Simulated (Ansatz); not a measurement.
Band-structure calculation of SrVO₃

System: SrVO₃ (5 atoms in the cell).
Method: DFT PBEsol, scalar-relativistic, plane waves, PAW, spin-polarised (Ansatz 0.2.0).

The structure derives from an entry of the Crystallography Open Database.

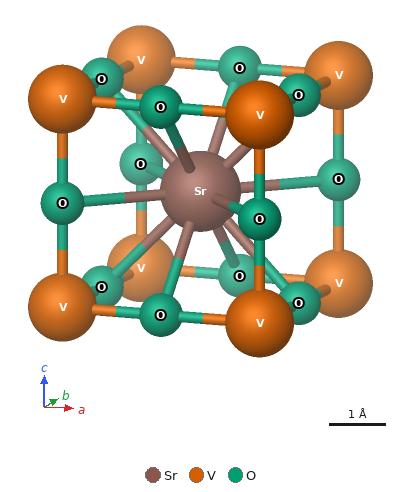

Fig. 1: The structure (ball-and-stick view of the cell of the calculation, seen slightly off an axis). An atom can appear more than once, as a periodic image.

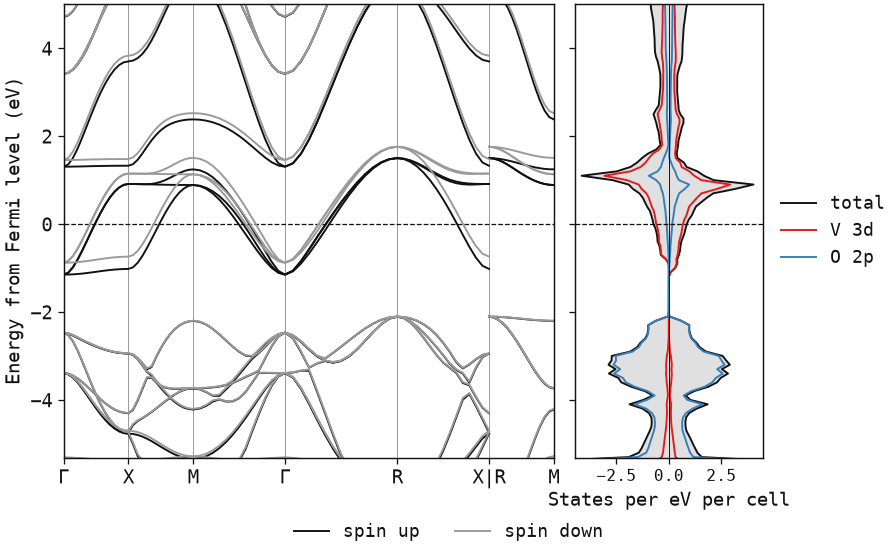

Fig. 2: Band structure along Γ–X–M–Γ–R–X|R–M and density of states (projected on Löwdin-orthogonalised atomic shells), with energies from the Fermi level. Bands cross the Fermi level: a metal at this level of theory.

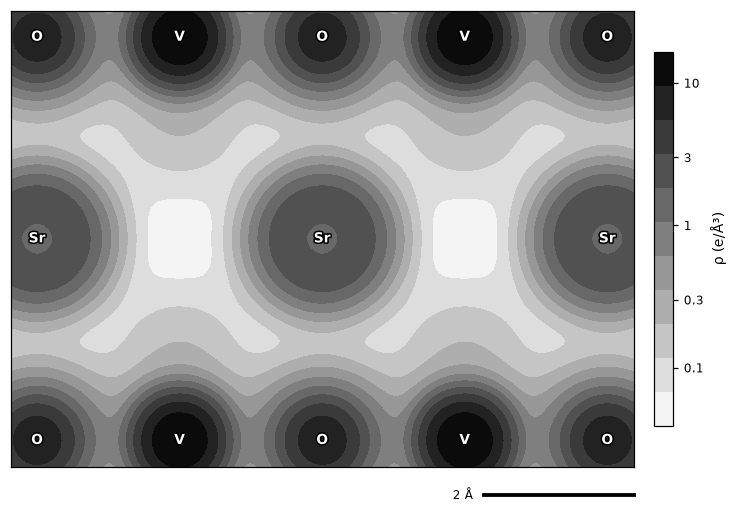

Fig. 3: Valence electron density on the (011̄) plane of the conventional cell. The section cuts through Sr, V and O sites. V–O (1.91 Å): ρ at the midpoint is about 0.77 e/Å³. Sr–O (2.69 Å): ρ is about 0.17 e/Å³ halfway. Away from the nuclei the density in this plane falls to 0.04 e/Å³ at its lowest. Core electrons are frozen (PAW), so the fields are smoothed inside the atomic spheres.

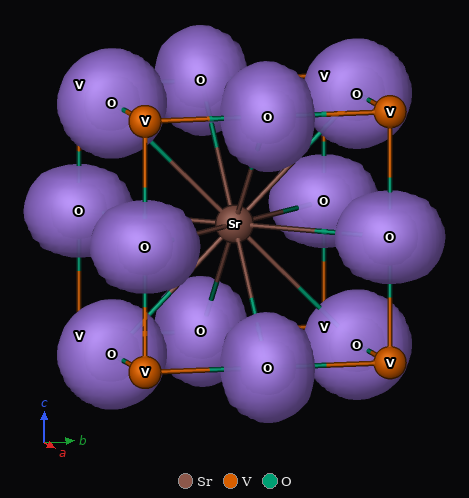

Fig. 4: Isosurface of the ELF at 0.75 (purple), seen slightly off an axis. Core shells and regions of very low density are left out. Sticks mark near contacts. The outline is the cell set on symmetry axes. Along the contacts the grid gives the following. V–O (1.91 Å): the ELF is about 0.20 at the midpoint; no shared pair; the contact is polar. Sr–O (2.69 Å): the ELF is about 0.05 at the midpoint; no shared pair; the contact is polar.

The input and output of the run follow.

## The input
```yaml
crystal:
  lattice:
    - [3.8103207711, 0.0, 0.0]
    - [0.0, 3.8103207711, 0.0]
    - [0.0, 0.0, 3.8103207711]
  atoms:
    - { symbol: Sr, position: [0.5, 0.5, 0.5] }
    - { symbol: V, position: [0.0, 0.0, 0.0], spin: 0.22 }
    - { symbol: O, position: [0.5, 0.0, 0.0] }
    - { symbol: O, position: [0.0, 0.5, 0.0] }
    - { symbol: O, position: [0.0, 0.0, 0.5] }
basis:
  ecutwfc: 420
kpoints:
  mp_grid: { grid: [10, 10, 10] }
  band_path:
    path:
      - [[0.0, 0.0, 0.0], [0.0, 0.5, 0.0], [0.5, 0.5, 0.0], [0.0, 0.0, 0.0], [0.5, 0.5, 0.5], [0.0, 0.5, 0.0]]
      - [[0.5, 0.5, 0.5], [0.5, 0.5, 0.0]]
    npoints: 14
hamiltonian:
  xc: pbesol
scf:
  occupations: { method: gaussian, width: 0.1 }
  n_extra_bands: 12
output:
  forces: true
  stress: true
  eigenvalues: true
  populations: true
  dos: { projected: true, de: 0.02, nscf_kmesh: { grid: [15, 15, 15] } }
  bader: true
  write_density: true
  write_potential: true
  elf: true
  volumetric_format: npy
magnetization:
  spin_polarized: true
checkpoint:
  read: start.run
  write: ck
  compress: false
  write_wavefunctions: false
  write_every: 100000
```

Command:
```bash
ansatz run input.yaml --threads 1 --pin off --max-ram 2560MiB --backend cpu --events-out ev --progress --plain --runs-dir out
```

## Log
```
Warning: checkpoint.read: spin seed differs: saved 28e0eabb3d00…, current a2a06dacf20c…; the loaded state replaces the seed-built initial guess (but the starting_ns of a DFT+U solve that opens without the state's occupation matrices), so the run may converge into the producing seed's basin, or, where the symmetry group that follows from this deck's starting moments and starting_ns does not hold the saved magnetisation, lose that magnetisation at its first build. Where atoms have moved since the state was saved, this difference can also decide whether moments are moved with them. A self-consistent run of this deck without the state starts from its starting moments and, under a DFT+U term, its starting_ns
scf.n_extra_bands = 12 over 21 filled bands (N_el = 41.0): the run solves 33 bands
Engine: ansatz 0.2.0, aarch64-unknown-linux-gnu
Pseudopotentials: kind: paw
Pseudopotential: Sr, paw, valence charge 10, recommended cutoff 420 eV (normal), Sr.paw.azcp
Pseudopotential: V, paw, valence charge 13, recommended cutoff 420 eV (normal), V.paw.azcp
Pseudopotential: O, paw, valence charge 6, recommended cutoff 420 eV (normal), O.paw.azcp
Functional definition: PBEsol
  exchange = pbesol_x
  correlation = pbesol_c
Crystal: 5 atoms, lattice volume = 55.320 Å³
Basis set: ecut = 420 eV, 1045 PW (Γ), exchange–correlation on 54×54×54 points (8 copies of the dense FFT grid, shifted against one another)
Bands: 33, of which v1, the nominal top of the filled ones, is band 21 counted from 1 (20 counted from 0)
Symmetry: 48 space group operations
Space group: Pm-3m (ITA 221), of the structure as read, at distance tolerance 3.8e-5 Å
Magnetic group: BNS 221.92 (UNI 1594), of the structure as read, at distance tolerance 3.8e-5 Å
k-points: 56 of 1000
Non-local potential: Sr, projectors of the file, l = 0: 3, l = 1: 2, l = 2: 2
Non-local potential: V, projectors of the file, l = 0: 3, l = 1: 2, l = 2: 3, l = 3: 1
Non-local potential: O, projectors of the file, l = 0: 2, l = 1: 2, l = 2: 1
PAW form: soft (Blöchl's): semilocal exchange-correlation on the pseudo side does not see the compensation charge
PAW frozen core: Sr, regenerated for the run's functional, and the local potential with it (the file was generated under x = pbe(κ = 0.804, μ = 0.2195149727645171), c = pbe(β = 0.06672455060314922))
PAW frozen core: V, regenerated for the run's functional, and the local potential with it (the file was generated under x = pbe(κ = 0.804, μ = 0.2195149727645171), c = pbe(β = 0.06672455060314922))
PAW frozen core: O, regenerated for the run's functional, and the local potential with it (the file was generated under x = pbe(κ = 0.804, μ = 0.2195149727645171), c = pbe(β = 0.06672455060314922))
PAW one-centre angular grid: Sr, 110 points (default); XC on 64 Gauss nodes
PAW one-centre angular grid: V, 590 points (default); XC on 64 Gauss nodes
PAW one-centre angular grid: O, 110 points (default); XC on 64 Gauss nodes
Initial density: read from a saved state, or passed on in memory by an earlier SCF of this step, an earlier step, the calling program or the single point that the run made first
Stability of the state it starts from, as read at its close in the collinear treatment: not read negative (Ritz values of 1 − χ₀K, real part plus size of imaginary part, from 0.92 to 4.9, by its mixing steps under the symmetry group of the SCF that read it); its run was given moments
Starting moments: Σ|m| = 0.22 μB on 1 of 5 sites; this step starts from the density that it was given
Initial wavefunctions: pseudopotential atomic-orbital guess
Functional: x = pbesol(κ = 0.804, μ = 0.12345679012345678), c = pbesol(β = 0.046)
iter 1 solved again at ethr=1.16e-5 eV; its pass at ethr=3.10e-3 eV (dr2=4.76e-3 eV) is discarded
SCF iter   1: F=—  HF=-8066.710419 eV  |F-HF|=—  |Δ(HF+E_count)|=         —  Δρ=3.58e-6 (↑3.58e-6 ↓3.46e-6)  dr2=2.42e-8  dr2_m=6.70e-12  M=0.271 μB ∫|m|=0.280 μB  β_m=0.30  ethr=1.16e-5  ⟨swp⟩=2.6  Hψ=25276  notcnv=0
eigensolver tolerance schedule: the retry pair's looser diagonalisation over-reported the residual by 196834.02 of it (diagonalisation noise at an unbounded share of the residual, at the tolerance the schedule requests for it); recorded, not acted on — ethr = c·dr2/N_el stays at c = 1.0e-1
preconditioner: auto → Kerker (q_TF=auto, 2.595 Å⁻¹)  [metal: Δε(μ)=0.013 eV  Ē_g=15.712 eV  σ=0.100 eV  W_gap=0.08  n_scr=18 (ndim 8)  ℏωp=27.8 eV  f_vac=0.000  D(μ)=1.69/eV (n_scr^D=18)]
spin=Collinear: Kerker preconditioning applied to the charge; magnetization (m = ρ↑ − ρ↓) channel mixes plain (no charge-response kernel on spin).
SCF iter   2: F=—  HF=-8066.710429 eV  |F-HF|=—  |Δ(HF+E_count)|=   1.09e-5  Δρ=1.57e-6 (↑1.57e-6 ↓1.53e-6)  dr2=3.58e-9  dr2_m=1.06e-12  M=0.271 μB ∫|m|=0.280 μB  β_m=0.26  ethr=5.90e-11  ⟨swp⟩=14.9  Hψ=31266  notcnv=0
SCF iter   3: F=-8066.710429 eV  HF=-8066.710429 eV  |F-HF|=1.52e-9  |Δ(HF+E_count)|=  6.39e-10  Δρ=1.08e-6 (↑1.08e-6 ↓1.05e-6)  dr2=1.81e-9  dr2_m=4.67e-13  M=0.271 μB ∫|m|=0.280 μB  ethr=8.73e-12  ⟨swp⟩=5.0  Hψ=15448  notcnv=0
SCF 1 converged in 3 iterations: F = -8066.710429 eV  dr2 = 1.81e-9
  greatest PAW one-centre occupation: 1.000 electrons in one spin orbital (limit 2), on the V atom at site 1 (counted from 0), in its partial waves of l = 0
NSCF: frozen V_eff on 86 k-points
NSCF: frozen V_eff on 120 k-points
SCF converged after 3 iterations
Magnetization: 0.2714 μB (20.6357 up, 20.3643 down)
Absolute magnetization: 0.2805 μB (∫|ρ↑−ρ↓|, with the PAW one-centre terms)
Spin contamination: 0.0009 ħ² per cell (⟨S²⟩ above its minimum at these occupations)
Per-site moments (μB) at R_I (Å): [(0.0004276191119224565, 1.1114002579930655), (0.19929402065994994, 0.785878659039375), (0.0006862495780169672, 0.785878659039375), (0.0006862495780170081, 0.785878659039375), (0.0006862495780168611, 0.785878659039375)]
Free energy (F): -8066.710429 eV
Harris-Foulkes:  -8066.710429 eV  (|F-HF|=1.52e-9)
Internal energy: -8066.701983 eV  (E = F + TS)
E sigma→0 (E₀):  -8066.706206 eV
Entropy (-TS):   -0.008447 eV (-1.689 meV/atom)
Fermi energy:    12.803303 eV
--- Per-component energies (eV) ---
  E_band       = -209.742150
  E_kinetic    = 1110.350032
  E_local      = -2602.680238  (includes V_loc(G=0)·N_el)
  E_nonlocal   = 299.175836
  E_hartree    = 967.695351
  E_xc         = -523.037833
  E_vxc        = -611.407250  (∫ρ·V_xc dr)
  E_paw        = -4184.594281  (= ΣΔE_a)
  E_vpaw       = -340.581364  (= ΣTr[D̂ρ^β])
  E_aug_tail   = 0.007633  (compensation charges beyond the density's cutoff)
  E_ewald      = -3134.008373
  E_core_change = 0.389890  (= ΣΔE_core)
  E_smearing   = -0.008447  (= −TS)
  E_closure    = 0.000000  (closes the sum)
  Σ components = -8066.710429   (vs F -8066.710429, Δ=0.00e0)
--- Forces (eV/Å), atoms counted from 1 ---
  atom   1  Sr    -0.00000000    -0.00000000     0.00000000
  atom   2  V      0.00000000    -0.00000000    -0.00000000
  atom   3  O      0.00000000    -0.00000000    -0.00000000
  atom   4  O     -0.00000000     0.00000000     0.00000000
  atom   5  O      0.00000000    -0.00000000     0.00000000
  max |Σ_I F_I| component: 1.05e-28 eV/Å
--- Stress (GPa, compression-positive) ---
       -0.002480      -0.000000      -0.000000
       -0.000000      -0.002480       0.000000
       -0.000000       0.000000      -0.002480
  P = ⅓ Tr σ = -0.0025 GPa (-0.025 kbar)
--- Band table (eV; the first three rows and the last of 112) ---
  k-point 0 ↑: bands = ["-52.8799", "-26.8429", "-26.8429", "-26.8429", "-21.5519", "-7.0670", "-5.8360", "-5.8360", "-3.6038", "-3.6038", "-3.6038", "7.4714", "7.4714", "7.4714", "9.4123", "9.4123", "9.4123", "10.3320", "10.3320", "10.3320", "11.6541", "11.6541", "11.6541", "14.1092", "14.1092", "16.2203", "16.2203", "17.5182", "19.3577", "19.3577", "19.3577", "26.2847", "28.3919"]
  k-point 1 ↑: bands = ["-52.8799", "-26.8467", "-26.8427", "-26.8427", "-21.5482", "-7.0680", "-5.8541", "-5.8312", "-3.5970", "-3.5970", "-3.5259", "7.3179", "7.4620", "7.4620", "9.2320", "9.2320", "9.3081", "9.9782", "10.2296", "10.2296", "11.6660", "11.9524", "11.9524", "14.1128", "14.4679", "16.4013", "16.4198", "17.7656", "19.3340", "19.4819", "19.4819", "26.2889", "28.3658"]
  k-point 2 ↑: bands = ["-52.8797", "-26.8565", "-26.8422", "-26.8422", "-21.5386", "-7.0935", "-5.8570", "-5.8187", "-3.5791", "-3.5791", "-3.3401", "6.9176", "7.4394", "7.4394", "8.8311", "8.8311", "9.0576", "9.2714", "10.0824", "10.0824", "11.6978", "12.5484", "12.5484", "14.1200", "15.1935", "16.9078", "16.9378", "18.4506", "19.2711", "19.8108", "19.8108", "26.2016", "28.1876"]
  k-point 55 ↓: bands = ["-52.6161", "-26.6213", "-26.6213", "-26.6213", "-21.4596", "-5.5945", "-5.5945", "-5.5945", "-3.9650", "-3.9650", "-3.9650", "5.4176", "6.1201", "6.1201", "6.7557", "6.7557", "6.7557", "10.7014", "10.7014", "10.7014", "14.5624", "14.5624", "14.5624", "18.0113", "18.0113", "18.0113", "18.5585", "18.5585", "20.9812", "20.9812", "21.5746", "25.6938", "25.6938"]
--- Löwdin populations: 5 sites ---
  site symbol       q [e]    m [muB]
     0     Sr      8.2563     0.0001
     1      V     11.8729     0.2687
     2      O      6.8442    -0.0003
     3      O      6.8442    -0.0003
     4      O      6.8442    -0.0003
  spilling = 0.008250 (of n_electrons = 41.000000)
--- Bader charges: 5 sites ---
  site symbol  charge [e]  shift [e]    m [muB]
     0     Sr      1.5743     0.0000     0.0013
     1      V      2.0486     0.0037     0.2438
     2      O     -1.2076     0.0012     0.0087
     3      O     -1.2076     0.0012     0.0087
     4      O     -1.2076     0.0012     0.0087
  estimated error of the sums over rays = 6.0e-4 e
```

## File bader_charges.tsv
```
# site	symbol	x_ang	y_ang	z_ang	partial_charge_e	electrons	volume_ang3	relative_density_drop	shared_charge_e	partial_wave_shift_e	spin_moment_mub
# quadrature_error_electrons = 6.0e-4
0	Sr	1.9052	1.9052	1.9052	1.57430	36.42570	14.75	-	1.57430	0.00000	0.00133
1	V	0.0000	0.0000	0.0000	2.04863	20.95137	6.74	-	2.04863	0.00375	0.24378
2	O	1.9052	0.0000	0.0000	-1.20764	9.20764	11.28	-	-1.20764	0.00125	0.00875
3	O	0.0000	1.9052	0.0000	-1.20764	9.20764	11.28	-	-1.20764	0.00125	0.00875
4	O	0.0000	0.0000	1.9052	-1.20764	9.20764	11.28	-	-1.20764	0.00125	0.00875
```

## File populations.tsv
```
# site	symbol	l	j	q_up	q_dn
# orbitals = lowdin
# n_electrons = 41.000000
# spilling = 0.008250
0	Sr	0_4S	-	0.976331	0.976266
0	Sr	0_5S	-	0.165323	0.165311
0	Sr	1_4P	-	2.986508	2.986514
1	V	0_3S	-	0.991915	0.991938
1	V	0_4S	-	0.217166	0.215902
1	V	1_3P	-	2.993740	2.993817
1	V	2_3D	-	1.867984	1.600459
2	O	0_2S	-	0.894309	0.894478
2	O	1_2P	-	2.527640	2.527768
3	O	0_2S	-	0.894309	0.894478
3	O	1_2P	-	2.527640	2.527768
4	O	0_2S	-	0.894309	0.894478
4	O	1_2P	-	2.527640	2.527768
```

## Key numbers

- outcome: converged
- space group (tolerance 0.01 Å): Pm-3m (221)
- electrons treated: 41
- free energy: −8066.7104 eV
- Fermi energy: 12.803 eV
- gap on the k-point mesh: none (metallic)
- net moment of the cell: 0.27 μB
- integrated absolute moment: 0.28 μB
- pressure: 0.00 GPa
- largest force (length of the vector): under 0.001 eV/Å
- hardware: 1 thread of Arm Neoverse V1, 24 GiB of memory available, shared host
- wall time: 75 s
- peak memory: 0.44 GiB

The program warns: the state was not tested for a lower one.
